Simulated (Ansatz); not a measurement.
**Geometry relaxation of Al3O4 (part 1 of 2)**

The run: geometry relaxation of Al3O4 (R-3m, 7 atoms in the cell). Method and program: DFT PBE, scalar-relativistic, plane waves, PAW, no spin polarisation (Ansatz 0.2.0).

The structure was made by swapping elements on the sites of another compound; it need not be a known phase. It belongs to a series of runs on one base structure; here: anti-Sn4As3 type (R-3m, No. 166).

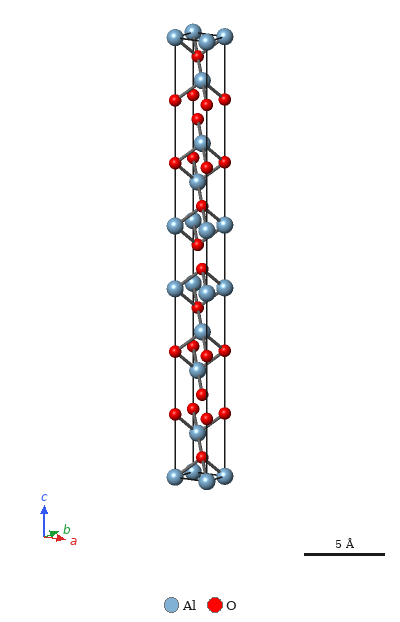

The structure as given in the input (ball-and-stick view of the cell 3 times as large as that of the calculation, set on its symmetry axes, seen slightly off an axis).

**The input**
```yaml
crystal:
  lattice:
    - [1.5726846141, 0.9079898853, 9.2439204669]
    - [-1.5726846141, 0.9079898853, 9.2439204669]
    - [0.0, -1.8159797705, 9.2439204669]
  atoms:
    - { symbol: Al, position: [0.0, 0.0, 0.0] }
    - { symbol: Al, position: [0.5714, 0.5714, 0.5714] }
    - { symbol: Al, position: [0.4286, 0.4286, 0.4286] }
    - { symbol: O, position: [0.8571, 0.8571, 0.8571] }
    - { symbol: O, position: [0.1429, 0.1429, 0.1429] }
    - { symbol: O, position: [0.7143, 0.7143, 0.7143] }
    - { symbol: O, position: [0.2857, 0.2857, 0.2857] }
basis:
  ecutwfc: 420
kpoints:
  mp_grid: { grid: [6, 6, 6] }
hamiltonian:
  xc: pbe
scf:
  occupations: { method: gaussian, width: 0.1 }
  lower_state_search: "off"
output:
  forces: true
  stress: true
  eigenvalues: true
relax:
  adjacent_minimum: "off"
  f_tol: 0.04
  max_steps: 70
  cell: { stress_tol: 0.4 }
```

Machine: 1 thread of Intel Xeon (Granite Rapids), 192 GiB of memory available, shared host.

Launch command:
```bash
ansatz run input.yaml --threads 1 --pin off --max-ram 2560MiB --backend cpu --events-out ev --progress --plain --runs-dir out
```

**What the program printed**
```
basis.fft_grid_basis auto: the FFT boxes are laid along the combinations [[1, 0, -1], [0, 1, -1], [0, 0, 1]] of the cell's own vectors, 3.145, 3.145 and 9.421 Å long. The dense box has 24×24×64 points. Along the cell's own vectors, as sized, it would have 64×64×64, 7.11 times as many. Of the 12 symmetry operations that the crystal satisfies within crystal.symmetry.tolerance (time reversal apart; of a slab, those that keep its plane) the dense box along the cell's own vectors carries 12, and the one as laid loses 8 of those. basis.fft_grid_basis: typed keeps the cell's own vectors: state it where this run's energies or levels are differenced outside the engine with another run's, or held beside a run that keeps those vectors.
Engine: ansatz 0.2.0, x86_64-unknown-linux-gnu
Pseudopotentials: kind: paw
Pseudopotential: Al, paw, valence charge 3, recommended cutoff 420 eV (normal), Al.paw.azcp
Pseudopotential: O, paw, valence charge 6, recommended cutoff 420 eV (normal), O.paw.azcp
Functional definition: PBE
  parameter kappa = 0.804
  parameter beta = 0.06672455060314922
  exchange = pbe_x(kappa = kappa, mu = beta*pi^2/3)
  correlation = pbe_c(beta = beta)
Crystal: 7 atoms, lattice volume = 79.201 Å³
Basis set: ecut = 420 eV, 1543 PW (Γ), FFT grids on a1−a3, a2−a3, a3, exchange–correlation on 48×48×128 points (8 copies of the dense FFT grid, shifted against one another)
Bands: 24, of which v1, the nominal top of the filled ones, is band 17 counted from 1 (16 counted from 0)
Symmetry: 12 space group operations
Space group: R-3m (ITA 166), of the structure as read, at distance tolerance 4.3e-5 Å
k-points: 32 of 216
Non-local potential: Al, projectors of the file, l = 0: 2, l = 1: 2, l = 2: 1
Non-local potential: O, projectors of the file, l = 0: 2, l = 1: 2, l = 2: 1
PAW form: soft (Blöchl's): semilocal exchange-correlation on the pseudo side does not see the compensation charge
PAW one-centre angular grid: Al, 110 points (default); XC on 64 Gauss nodes
PAW one-centre angular grid: O, 110 points (default); XC on 64 Gauss nodes
Initial density: superposition of atomic densities (neutral atoms: chi_scale 0, normalization atom), corrected by the library's trained network
Initial wavefunctions: pseudopotential atomic-orbital guess
Functional: x = pbe(κ = 0.804, μ = 0.2195149727645171), c = pbe(β = 0.06672455060314922)
SCF iter   1: F=—  HF=-3880.994780 eV  |F-HF|=—  |Δ(HF+E_count)|=         —  Δρ=1.54e-2  dr2=7.00e-1  ethr=1.77e-3  ⟨swp⟩=6.0  Hψ=3952  notcnv=0  defer=3
preconditioner: auto → Kerker (q_TF=auto, 2.358 Å⁻¹)  [metal: Δε(μ)=0.031 eV  Ē_g=12.135 eV  σ=0.100 eV  W_gap=0.17  n_scr=18 (ndim 8)  ℏωp=24.0 eV  f_vac=0.000  D(μ)=2.73/eV (n_scr^D=24)]
SCF iter   2: F=—  HF=-3880.955954 eV  |F-HF|=—  |Δ(HF+E_count)|=   3.88e-2  Δρ=7.06e-3  dr2=2.88e-1  ethr=1.77e-3  ⟨swp⟩=1.0  Hψ=1024  notcnv=0  defer=4
SCF iter   3: F=—  HF=-3880.928029 eV  |F-HF|=—  |Δ(HF+E_count)|=   2.79e-2  Δρ=2.11e-3  dr2=5.85e-2  ethr=8.73e-4  ⟨swp⟩=1.7  Hψ=787  notcnv=0  defer=12
SCF iter   4: F=—  HF=-3880.918878 eV  |F-HF|=—  |Δ(HF+E_count)|=   9.15e-3  Δρ=1.05e-3  dr2=1.65e-3  ethr=1.77e-4  ⟨swp⟩=1.0  Hψ=997  notcnv=0  defer=43
SCF iter   5: F=—  HF=-3880.918677 eV  |F-HF|=—  |Δ(HF+E_count)|=   2.01e-4  Δρ=2.84e-4  dr2=1.26e-4  ethr=5.00e-6  ⟨swp⟩=2.0  Hψ=1036  notcnv=0  defer=46
SCF iter   6: F=—  HF=-3880.918678 eV  |F-HF|=—  |Δ(HF+E_count)|=   1.45e-6  Δρ=7.54e-5  dr2=7.56e-6  ethr=3.82e-7  ⟨swp⟩=2.3  Hψ=1209  notcnv=0  defer=46
SCF iter   7: F=—  HF=-3880.918690 eV  |F-HF|=—  |Δ(HF+E_count)|=   1.18e-5  Δρ=1.73e-5  dr2=4.85e-7  ethr=2.29e-8  ⟨swp⟩=2.7  Hψ=1173  notcnv=0  defer=46
SCF iter   8: F=-3880.918690 eV  HF=-3880.918690 eV  |F-HF|=1.61e-8  |Δ(HF+E_count)|=   2.21e-8  Δρ=4.35e-6  dr2=2.95e-8  ethr=3.03e-10  ⟨swp⟩=10.5  Hψ=3861  notcnv=0
SCF 1 converged in 8 iterations: F = -3880.918690 eV  dr2 = 2.95e-8
  greatest PAW one-centre occupation: 0.884 electrons in one spin orbital (limit 2), on the O atom at site 4 (counted from 0), in its partial waves of l = 0
relax step   1: F+E_penalty+E_count = -3880.91869001 eV  Δ(F+E_penalty+E_count) = +0.000e0 eV  max|allowed force component| = 7.907e0 eV/Å  Δτ_max = 0.0000 Å  P = -18.062 GPa  Ω = 79.201 Å³  (8 SCF iters, dr2 threshold 1.00e-7 eV, accepted)
Crystal: 7 atoms, lattice volume = 76.521 Å³
Basis set: ecut = 420 eV, 1483 PW (Γ), FFT grids on a1−a3, a2−a3, a3, exchange–correlation on 48×48×128 points (8 copies of the dense FFT grid, shifted against one another)
Initial density: handed on by an earlier stage of this run
Initial wavefunctions: those handed on with the density
SCF iter   1: F=—  HF=-3885.353080 eV  |F-HF|=—  |Δ(HF+E_count)|=         —  Δρ=4.29e-2  dr2=1.19e0  ethr=3.10e-3  ⟨swp⟩=6.3  Hψ=3627  notcnv=0  defer=2
preconditioner: auto → Kerker (q_TF=auto, 2.371 Å⁻¹)  [metal: Δε(μ)=0.039 eV  Ē_g=13.215 eV  σ=0.100 eV  W_gap=0.22  n_scr=18 (ndim 8)  ℏωp=24.4 eV  f_vac=0.000  D(μ)=3.95/eV (n_scr^D=44)]
SCF iter   2: F=—  HF=-3885.152803 eV  |F-HF|=—  |Δ(HF+E_count)|=   2.00e-1  Δρ=1.45e-2  dr2=1.55e-1  ethr=3.10e-3  ⟨swp⟩=2.1  Hψ=1285  notcnv=0  defer=42
SCF iter   3: F=—  HF=-3885.136528 eV  |F-HF|=—  |Δ(HF+E_count)|=   1.63e-2  Δρ=4.05e-3  dr2=1.03e-2  ethr=4.69e-4  ⟨swp⟩=2.0  Hψ=1060  notcnv=0  defer=52
SCF iter   4: F=—  HF=-3885.137035 eV  |F-HF|=—  |Δ(HF+E_count)|=   5.07e-4  Δρ=5.57e-4  dr2=3.60e-4  ethr=3.12e-5  ⟨swp⟩=1.9  Hψ=1071  notcnv=0  defer=52
SCF iter   5: F=—  HF=-3885.137077 eV  |F-HF|=—  |Δ(HF+E_count)|=   4.20e-5  Δρ=1.53e-4  dr2=6.25e-5  ethr=1.09e-6  ⟨swp⟩=2.3  Hψ=1021  notcnv=0  defer=53
SCF iter   6: F=—  HF=-3885.137081 eV  |F-HF|=—  |Δ(HF+E_count)|=   4.24e-6  Δρ=4.90e-5  dr2=1.43e-5  ethr=1.90e-7  ⟨swp⟩=1.9  Hψ=783  notcnv=0  defer=53
SCF iter   7: F=—  HF=-3885.137079 eV  |F-HF|=—  |Δ(HF+E_count)|=   2.17e-6  Δρ=2.11e-5  dr2=3.10e-6  ethr=4.34e-8  ⟨swp⟩=2.2  Hψ=984  notcnv=0  defer=53
SCF iter   8: F=-3885.137078 eV  HF=-3885.137079 eV  |F-HF|=5.37e-7  |Δ(HF+E_count)|=   3.95e-7  Δρ=1.37e-5  dr2=6.72e-7  ethr=2.12e-9  ⟨swp⟩=9.4  Hψ=3613  notcnv=0
SCF 2 converged in 8 iterations: F = -3885.137078 eV  dr2 = 6.72e-7
[... from here on the iterations of each SCF are left out, up to the last one ...]
relax step   2: F+E_penalty+E_count = -3885.13707805 eV  Δ(F+E_penalty+E_count) = -4.218e0 eV  max|allowed force component| = 5.758e0 eV/Å  Δτ_max = 0.1950 Å  P = -19.452 GPa  Ω = 76.521 Å³  energy of the carried Pulay correction = +1.054e-2 eV  (8 SCF iters, dr2 threshold 7.00e-7 eV, accepted)
Crystal: 7 atoms, lattice volume = 70.858 Å³
Basis set: ecut = 420 eV, 1355 PW (Γ), FFT grids on a1−a3, a2−a3, a3, exchange–correlation on 48×48×128 points (8 copies of the dense FFT grid, shifted against one another)
preconditioner: auto → none  [metal: Δε(μ)=0.020 eV  Ē_g=14.610 eV  σ=0.100 eV  W_gap=0.11  n_scr=6 (ndim 8)  ℏωp=25.3 eV  f_vac=0.000  D(μ)=3.99/eV (n_scr^D=44)]
SCF 3 converged in 6 iterations: F = -3887.665395 eV  dr2 = 1.16e-7
relax step   3: F+E_penalty+E_count = -3887.66539532 eV  Δ(F+E_penalty+E_count) = -2.528e0 eV  max|allowed force component| = 1.701e0 eV/Å  Δτ_max = 0.1948 Å  P = -6.527 GPa  Ω = 70.858 Å³  energy of the carried Pulay correction = +3.408e-2 eV  (6 SCF iters, dr2 threshold 7.00e-7 eV, accepted)
Crystal: 7 atoms, lattice volume = 68.873 Å³
Basis set: ecut = 420 eV, 1309 PW (Γ), FFT grids on a1−a3, a2−a3, a3, exchange–correlation on 48×48×128 points (8 copies of the dense FFT grid, shifted against one another)
preconditioner: auto → none  [metal: Δε(μ)=0.012 eV  Ē_g=15.313 eV  σ=0.100 eV  W_gap=0.07  n_scr=6 (ndim 8)  ℏωp=25.7 eV  f_vac=0.005  D(μ)=4.19/eV (n_scr^D=44)]
SCF 4 converged in 6 iterations: F = -3888.105085 eV  dr2 = 3.28e-7
relax step   4: F+E_penalty+E_count = -3888.10508527 eV  Δ(F+E_penalty+E_count) = -4.397e-1 eV  max|allowed force component| = 2.025e-1 eV/Å  Δτ_max = 0.1947 Å  P = +4.871 GPa  Ω = 68.873 Å³  energy of the carried Pulay correction = +4.275e-2 eV  (6 SCF iters, dr2 threshold 7.00e-7 eV, accepted)
Crystal: 7 atoms, lattice volume = 73.540 Å³
Basis set: ecut = 420 eV, 1401 PW (Γ), FFT grids on a1−a3, a2−a3, a3, exchange–correlation on 48×48×128 points (8 copies of the dense FFT grid, shifted against one another)
preconditioner: auto → LDOS  [insulator: Δε(μ)=0.651 eV  Ē_g=14.810 eV  σ=0.100 eV  W_gap=0.52  n_scr=6 (ndim 8)  ℏωp=24.9 eV  f_vac=0.037  D(μ)=4.30/eV (n_scr^D=44)  ε∞_Penn≈3.8  β→1.0]
SCF 5 converged in 9 iterations: F = -3888.202330 eV  dr2 = 6.60e-8
relax step   5: F+E_penalty+E_count = -3888.20233027 eV  Δ(F+E_penalty+E_count) = -9.724e-2 eV  max|allowed force component| = 2.784e-1 eV/Å  Δτ_max = 0.0960 Å  P = -2.443 GPa  Ω = 73.540 Å³  energy of the carried Pulay correction = +2.271e-2 eV  (9 SCF iters, dr2 threshold 7.00e-7 eV, accepted)
Crystal: 7 atoms, lattice volume = 74.298 Å³
Basis set: ecut = 420 eV, 1437 PW (Γ), FFT grids on a1−a3, a2−a3, a3, exchange–correlation on 48×48×128 points (8 copies of the dense FFT grid, shifted against one another)
preconditioner: auto → LDOS  [metal: Δε(μ)=0.097 eV  Ē_g=14.982 eV  σ=0.100 eV  W_gap=0.50  n_scr=6 (ndim 8)  ℏωp=24.7 eV  f_vac=0.054  D(μ)=2.02/eV (n_scr^D=6)  β→1.0]
SCF 6 converged in 7 iterations: F = -3888.263436 eV  dr2 = 2.43e-7
relax step   6: F+E_penalty+E_count = -3888.26343620 eV  Δ(F+E_penalty+E_count) = -6.111e-2 eV  max|allowed force component| = 4.029e-1 eV/Å  Δτ_max = 0.0718 Å  P = -0.925 GPa  Ω = 74.298 Å³  energy of the carried Pulay correction = +1.958e-2 eV  (7 SCF iters, dr2 threshold 7.00e-7 eV, accepted)
Crystal: 7 atoms, lattice volume = 75.117 Å³
Basis set: ecut = 420 eV, 1469 PW (Γ), FFT grids on a1−a3, a2−a3, a3, exchange–correlation on 48×48×128 points (8 copies of the dense FFT grid, shifted against one another)
preconditioner: auto → LDOS  [insulator: Δε(μ)=0.590 eV  Ē_g=15.142 eV  σ=0.100 eV  W_gap=0.84  n_scr=6 (ndim 8)  ℏωp=24.6 eV  f_vac=0.096  D(μ)=1.36/eV (n_scr^D=4)  ε∞_Penn≈3.6  β→1.0]
SCF 7 converged in 8 iterations: F = -3888.276701 eV  dr2 = 8.43e-9
relax step   7: F+E_penalty+E_count = -3888.27670127 eV  Δ(F+E_penalty+E_count) = -1.327e-2 eV  max|allowed force component| = 5.798e-1 eV/Å  Δτ_max = 0.1009 Å  P = +1.773 GPa  Ω = 75.117 Å³  energy of the carried Pulay correction = +1.622e-2 eV  (8 SCF iters, dr2 threshold 7.00e-7 eV, accepted)
Crystal: 7 atoms, lattice volume = 74.514 Å³
preconditioner: auto → LDOS  [insulator: Δε(μ)=0.381 eV  Ē_g=14.980 eV  σ=0.100 eV  W_gap=0.84  n_scr=6 (ndim 8)  ℏωp=24.7 eV  f_vac=0.061  D(μ)=1.40/eV (n_scr^D=4)  ε∞_Penn≈3.7  β→1.0]
SCF 8 converged in 7 iterations: F = -3888.319680 eV  dr2 = 2.20e-7
relax step   8: F+E_penalty+E_count = -3888.31968013 eV  Δ(F+E_penalty+E_count) = -4.298e-2 eV  max|allowed force component| = 1.765e-1 eV/Å  Δτ_max = 0.0648 Å  P = -0.011 GPa  Ω = 74.514 Å³  energy of the carried Pulay correction = +1.869e-2 eV  (7 SCF iters, dr2 threshold 7.00e-7 eV, accepted)
Crystal: 7 atoms, lattice volume = 74.234 Å³
preconditioner: auto → LDOS  [insulator: Δε(μ)=0.455 eV  Ē_g=15.044 eV  σ=0.100 eV  W_gap=0.84  n_scr=6 (ndim 8)  ℏωp=24.8 eV  f_vac=0.067  D(μ)=1.38/eV (n_scr^D=4)  ε∞_Penn≈3.7  β→1.0]
SCF 9 converged in 6 iterations: F = -3888.327421 eV  dr2 = 1.32e-7
relax step   9: F+E_penalty+E_count = -3888.32742123 eV  Δ(F+E_penalty+E_count) = -7.741e-3 eV  max|allowed force component| = 1.277e-1 eV/Å  Δτ_max = 0.0166 Å  P = +0.010 GPa  Ω = 74.234 Å³  energy of the carried Pulay correction = +1.984e-2 eV  (6 SCF iters, dr2 threshold 7.00e-7 eV, accepted)
Crystal: 7 atoms, lattice volume = 74.142 Å³
preconditioner: auto → LDOS  [insulator: Δε(μ)=0.464 eV  Ē_g=15.030 eV  σ=0.100 eV  W_gap=0.84  n_scr=6 (ndim 8)  ℏωp=24.8 eV  f_vac=0.066  D(μ)=1.38/eV (n_scr^D=4)  ε∞_Penn≈3.7  β→1.0]
SCF 10 converged in 6 iterations: F = -3888.329954 eV  dr2 = 5.44e-8
relax step  10: F+E_penalty+E_count = -3888.32995416 eV  Δ(F+E_penalty+E_count) = -2.533e-3 eV  max|allowed force component| = 3.259e-2 eV/Å  Δτ_max = 0.0064 Å  P = +0.116 GPa  Ω = 74.142 Å³  energy of the carried Pulay correction = +2.022e-2 eV  (6 SCF iters, dr2 threshold 7.00e-7 eV, accepted)
Basis set: ecut = 420 eV, 1437 PW (Γ), FFT grids on a1−a3, a2−a3, a3, exchange–correlation on 40×40×144 points (8 copies of the dense FFT grid, shifted against one another)
Initial wavefunctions: pseudopotential atomic-orbital guess (no wavefunctions were taken with the density)
preconditioner: auto → LDOS  [insulator: Δε(μ)=0.463 eV  Ē_g=15.024 eV  σ=0.100 eV  W_gap=0.84  n_scr=6 (ndim 8)  ℏωp=24.8 eV  f_vac=0.065  D(μ)=1.38/eV (n_scr^D=4)  ε∞_Penn≈3.7  β→1.0]
SCF 11 converged in 6 iterations: F = -3888.354945 eV  dr2 = 2.54e-9
relax step  11: F+E_penalty+E_count = -3888.35494491 eV  Δ(F+E_penalty+E_count) = -2.499e-2 eV  max|allowed force component| = 3.279e-2 eV/Å  Δτ_max = 0.0000 Å  P = +0.415 GPa  Ω = 74.142 Å³  stress off target by 1.55e0 GPa  SCF on the basis re-selected at this cell (its energy is not comparable with the rows above)  (6 SCF iters)
basis re-selected at this cell: Δ(F+E_penalty+E_count) = -2.499e-2 eV, ΔP = +0.299 GPa vs the last step (what re-selecting the basis moved, of the pressure what is left beyond the Pulay correction that the steps carried, after the strain that the cell walked since its last selection, with what the two solves' SCF thresholds leave and, on support functions, any second-order correction that the steps lacked; it is no measure of the basis error at this ecutwfc). The dense FFT grid was sized anew with the basis: this SCF ran on 20×20×72 points, the steps before it on 24×24×64, so part of this shift can come from that change (see relax.cell in the input reference). This SCF's stress stands 1.55e0 GPa from its target on what of the cell is left free (relax.cell.stress_tol is 4.00e-1 GPa) and its largest allowed force component is 3.28e-2 eV/Å (relax.f_tol is 4.00e-2 eV/Å): not within both, so this SCF does not close the relaxation
Crystal: 7 atoms, lattice volume = 74.986 Å³
Basis set: ecut = 420 eV, 1439 PW (Γ), FFT grids on a1−a3, a2−a3, a3, exchange–correlation on 40×40×144 points (8 copies of the dense FFT grid, shifted against one another)
preconditioner: auto → LDOS  [insulator: Δε(μ)=0.488 eV  Ē_g=14.985 eV  σ=0.100 eV  W_gap=0.84  n_scr=6 (ndim 8)  ℏωp=24.6 eV  f_vac=0.081  D(μ)=1.38/eV (n_scr^D=4)  ε∞_Penn≈3.7  β→1.0]
SCF 12 converged in 6 iterations: F = -3888.357079 eV  dr2 = 6.46e-7
relax step  12: F+E_penalty+E_count = -3888.35707851 eV  Δ(F+E_penalty+E_count) = -2.134e-3 eV  max|allowed force component| = 8.491e-2 eV/Å  Δτ_max = 0.0261 Å  P = -0.138 GPa  Ω = 74.986 Å³  energy of the carried Pulay correction = -3.610e-3 eV  (6 SCF iters, dr2 threshold 7.00e-7 eV, accepted)
Crystal: 7 atoms, lattice volume = 75.877 Å³
Basis set: ecut = 420 eV, 1475 PW (Γ), FFT grids on a1−a3, a2−a3, a3, exchange–correlation on 40×40×144 points (8 copies of the dense FFT grid, shifted against one another)
preconditioner: auto → LDOS  [insulator: Δε(μ)=0.489 eV  Ē_g=14.999 eV  σ=0.100 eV  W_gap=0.85  n_scr=6 (ndim 8)  ℏωp=24.5 eV  f_vac=0.094  D(μ)=1.39/eV (n_scr^D=6)  ε∞_Penn≈3.7  β→1.0]
SCF 13 converged in 7 iterations: F = -3888.355889 eV  dr2 = 2.00e-7
relax step  13: F+E_penalty+E_count = -3888.35588870 eV  Δ(F+E_penalty+E_count) = +1.190e-3 eV  max|allowed force component| = 1.626e-2 eV/Å  Δτ_max = 0.0463 Å  P = +0.188 GPa  Ω = 75.877 Å³  energy of the carried Pulay correction = -7.346e-3 eV  (7 SCF iters, dr2 threshold 4.51e-7 eV, accepted)
preconditioner: auto → LDOS  [insulator: Δε(μ)=0.494 eV  Ē_g=15.010 eV  σ=0.100 eV  W_gap=0.85  n_scr=6 (ndim 8)  ℏωp=24.5 eV  f_vac=0.091  D(μ)=1.38/eV (n_scr^D=4)  ε∞_Penn≈3.7  β→1.0]
SCF 14 converged in 6 iterations: F = -3888.365584 eV  dr2 = 2.67e-9
relax step  14: F+E_penalty+E_count = -3888.36558395 eV  Δ(F+E_penalty+E_count) = -9.695e-3 eV  max|allowed force component| = 1.579e-2 eV/Å  Δτ_max = 0.0000 Å  P = +0.405 GPa  Ω = 75.877 Å³  stress off target by 6.83e-1 GPa  SCF on the basis re-selected at this cell (its energy is not comparable with the rows above)  (6 SCF iters)
basis re-selected at this cell: Δ(F+E_penalty+E_count) = -9.695e-3 eV, ΔP = +0.216 GPa vs the last step (what re-selecting the basis moved, of the pressure what is left beyond the Pulay correction that the steps carried, after the strain that the cell walked since its last selection, with what the two solves' SCF thresholds leave and, on support functions, any second-order correction that the steps lacked; it is no measure of the basis error at this ecutwfc). This SCF's stress stands 6.83e-1 GPa from its target on what of the cell is left free (relax.cell.stress_tol is 4.00e-1 GPa) and its largest allowed force component is 1.58e-2 eV/Å (relax.f_tol is 4.00e-2 eV/Å): not within both, so this SCF does not close the relaxation
Crystal: 7 atoms, lattice volume = 76.935 Å³
Basis set: ecut = 420 eV, 1481 PW (Γ), FFT grids on a1−a3, a2−a3, a3, exchange–correlation on 40×40×144 points (8 copies of the dense FFT grid, shifted against one another)
preconditioner: auto → LDOS  [insulator: Δε(μ)=0.486 eV  Ē_g=14.966 eV  σ=0.100 eV  W_gap=0.85  n_scr=6 (ndim 8)  ℏωp=24.3 eV  f_vac=0.106  D(μ)=1.39/eV (n_scr^D=6)  ε∞_Penn≈3.6  β→1.0]
SCF 15 converged in 7 iterations: F = -3888.363231 eV  dr2 = 1.16e-7
relax step  15: F+E_penalty+E_count = -3888.36323099 eV  Δ(F+E_penalty+E_count) = +2.353e-3 eV  max|allowed force component| = 2.069e-2 eV/Å  Δτ_max = 0.0362 Å  P = -0.001 GPa  Ω = 76.935 Å³  energy of the carried Pulay correction = -4.512e-3 eV  (7 SCF iters, dr2 threshold 7.00e-7 eV, accepted)
iter 1 solved again at ethr=2.97e-7 eV; its pass at ethr=3.10e-3 eV (dr2=9.80e-5 eV) is discarded
SCF iter   1: F=—  HF=-3888.368458 eV  |F-HF|=—  |Δ(HF+E_count)|=         —  Δρ=1.67e-4  dr2=2.45e-6  ethr=2.97e-7  ⟨swp⟩=3.2  Hψ=6564  notcnv=0
preconditioner: auto → LDOS  [insulator: Δε(μ)=0.493 eV  Ē_g=14.981 eV  σ=0.100 eV  W_gap=0.85  n_scr=6 (ndim 8)  ℏωp=24.3 eV  f_vac=0.101  D(μ)=1.38/eV (n_scr^D=6)  ε∞_Penn≈3.6  β→1.0]
SCF iter   2: F=—  HF=-3888.368323 eV  |F-HF|=—  |Δ(HF+E_count)|=   1.34e-4  Δρ=5.89e-5  dr2=1.66e-6  ethr=7.43e-9  ⟨swp⟩=2.0  Hψ=1301  notcnv=0
SCF iter   3: F=—  HF=-3888.368323 eV  |F-HF|=—  |Δ(HF+E_count)|=   4.95e-7  Δρ=2.76e-5  dr2=3.82e-7  ethr=5.03e-9  ⟨swp⟩=2.0  Hψ=1221  notcnv=0
SCF iter   4: F=—  HF=-3888.368323 eV  |F-HF|=—  |Δ(HF+E_count)|=   1.51e-9  Δρ=6.12e-6  dr2=1.57e-8  ethr=1.16e-9  ⟨swp⟩=2.1  Hψ=1159  notcnv=0
SCF iter   5: F=—  HF=-3888.368323 eV  |F-HF|=—  |Δ(HF+E_count)|=   4.98e-9  Δρ=2.78e-6  dr2=7.27e-9  ethr=1.36e-11  ⟨swp⟩=7.6  Hψ=3663  notcnv=0
SCF iter   6: F=-3888.368323 eV  HF=-3888.368323 eV  |F-HF|=5.57e-10  |Δ(HF+E_count)|=   1.17e-9  Δρ=7.97e-7  dr2=7.46e-10  ethr=1.36e-11  ⟨swp⟩=4.1  Hψ=2349  notcnv=0
SCF 16 converged in 6 iterations: F = -3888.368323 eV  dr2 = 7.46e-10
relax step  16: F+E_penalty+E_count = -3888.36832284 eV  Δ(F+E_penalty+E_count) = -5.092e-3 eV  max|allowed force component| = 2.079e-2 eV/Å  Δτ_max = 0.0000 Å  P = +0.042 GPa  Ω = 76.935 Å³  stress off target by 2.44e-1 GPa  SCF on the basis re-selected at this cell (its energy is not comparable with the rows above)  (6 SCF iters)
```

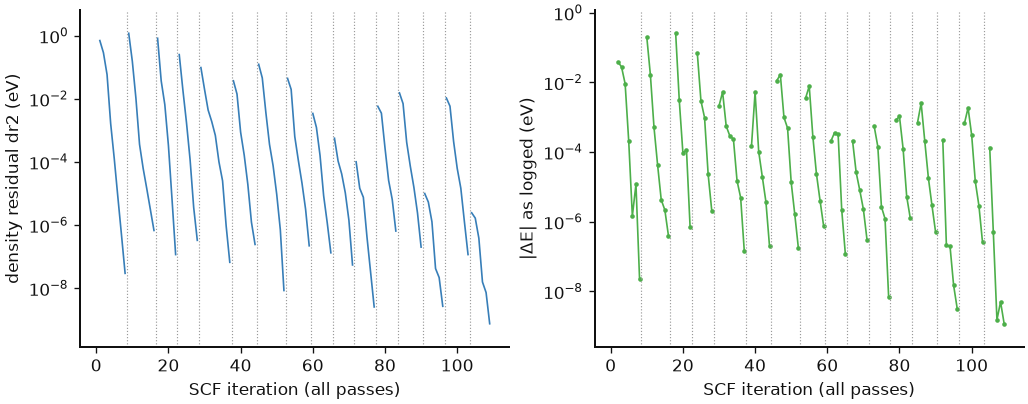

Convergence of the self-consistent field: density residual dr2 and size of the energy change against the SCF iteration. The dotted lines part the SCF passes of the relaxation: geometry steps, rejected trials and re-solves on a re-selected basis. The 16 passes take 6 to 9 iterations each, 109 in all.
